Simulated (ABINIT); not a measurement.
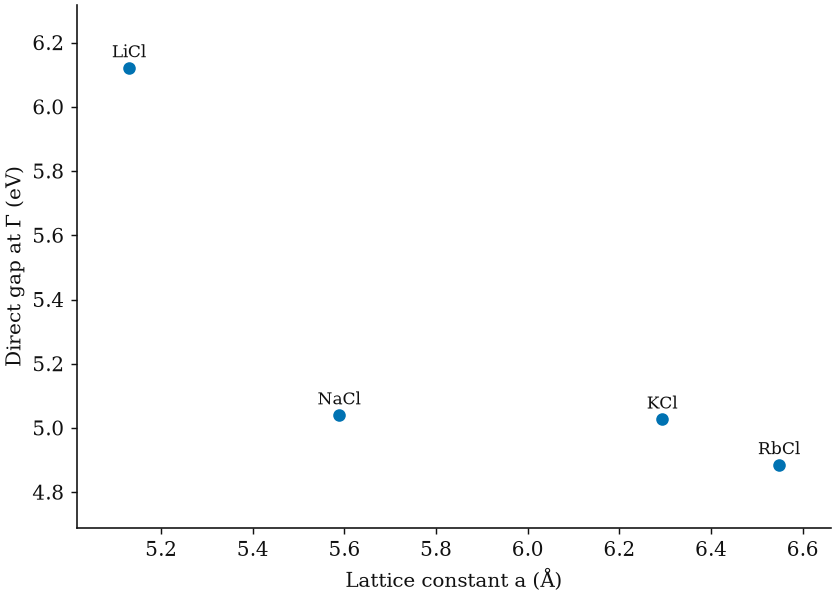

Direct gap at Γ, for four rocksalt crystals against the lattice constant, each in its database cell. All by ABINIT with PBEsol, without spin-orbit coupling, no moments; potentials: JTH PAW PBE v2.0 (LiCl and RbCl); PseudoDojo NC SR PBEsol v0.4.1 standard (NaCl and KCl).

Q: How does the value at Γ change from Li to Rb?

A: LiCl 6.12, NaCl 5.04, KCl 5.03 and RbCl 4.88 eV: it falls by 1.24 eV overall, and NaCl and KCl lie too close to rank.

| compound | a (Å) | k mesh | Γ (eV) |
| --- | --- | --- | --- |
| LiCl | 5.130 | 12×12×12 | 6.12 |
| NaCl | 5.588 | 8×8×8 | 5.04 |
| KCl | 6.293 | 5×5×5 | 5.03 |
| RbCl | 6.548 | 5×5×5 | 4.88 |

LDA, GGA and most meta-GGA functionals understate gaps. LiCl and RbCl: the PAW data sets were made with another functional. NaCl: the cell is a database's computed one. The cells are as the databases list them, so they lie at different pressures for this functional.
